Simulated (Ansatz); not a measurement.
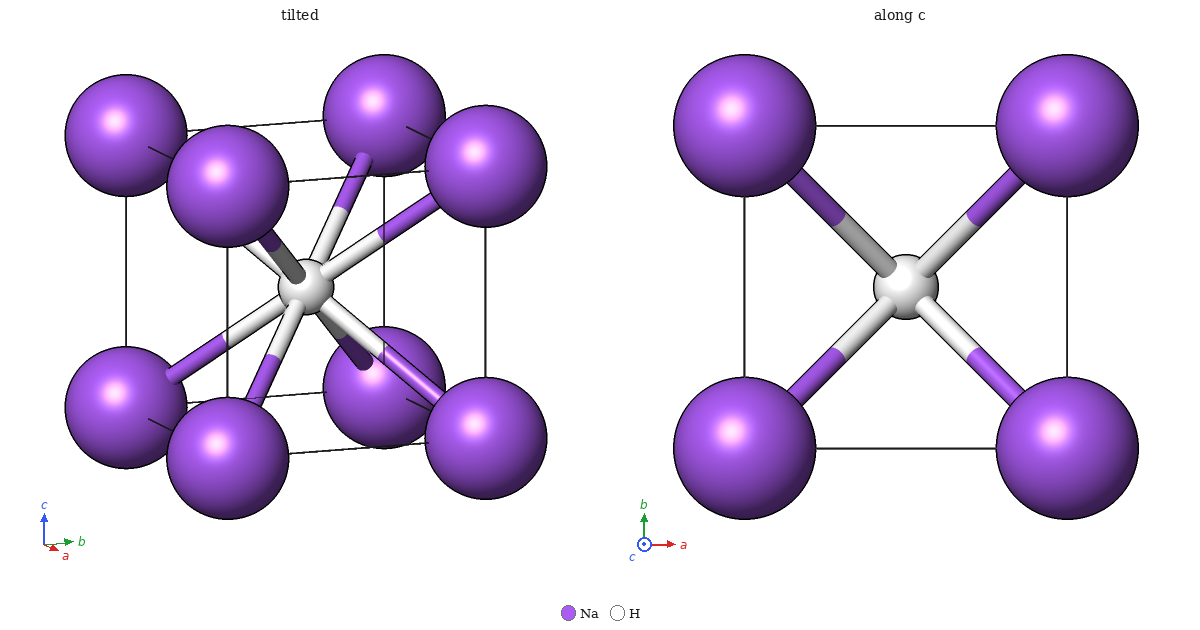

The crystal in a ball-and-stick representation, seen slightly off an axis and along the c axis. The frame is the conventional unit cell; atoms at its boundary are shown with their periodic copies.

NaH, caesium chloride (CsCl, B2) type, space group Pm-3m (No. 221), a = 2.932 Å, b = 2.932 Å, c = 2.932 Å, α = 90.00°, β = 90.00°, γ = 90.00°. It derives from a structure type filled with these elements by a generator (whether the compound takes this form wasn't checked). Earlier steps of the study may have refined or changed the cell and positions. It was run through Ansatz as a DFT input.

This one geometry was computed with Ansatz (DFT, plane waves, PAW) at six levels of theory: HSE06, dielectric-dependent PBE0 (fraction 1/eps_inf of PBE), PBE, LC-wPBE, r2SCAN0 and r2SCAN. It was relaxed beforehand with r2SCAN.

Question: How does the band gap change with the level of theory?

Answer: PBE: a gap of 1.03 eV, indirect; r2SCAN: a gap of 1.60 eV, indirect; HSE06: a gap of 1.88 eV, indirect; dielectric-dependent PBE0 (fraction 1/eps_inf of PBE): a gap of 2.91 eV, indirect; r2SCAN0: a gap of 2.96 eV, indirect; LC-wPBE: a gap of 6.57 eV, indirect.

Question: Collect the results in a table.

Answer:
| level | cutoff (eV) | k-mesh of the run's cell | gap (eV) | pressure (GPa) |
| --- | --- | --- | --- | --- |
| HSE06 | 420 | 6×6×6 | 1.88 | 0.3 |
| dielectric-dependent PBE0 (fraction 1/eps_inf of PBE) | 420 | 6×6×6 | 2.91 | 0.2 |
| PBE | 420 | 8×8×8 | 1.03 | 0.8 |
| LC-wPBE | 420 | 6×6×6 | 6.57 | 0.2 |
| r2SCAN0 | 500 | 6×6×6 | 2.96 | -0.2 |
| r2SCAN | 500 | 8×8×8 | 1.60 | 0.0 |

Gaps are taken on the k-mesh or band path of each run.
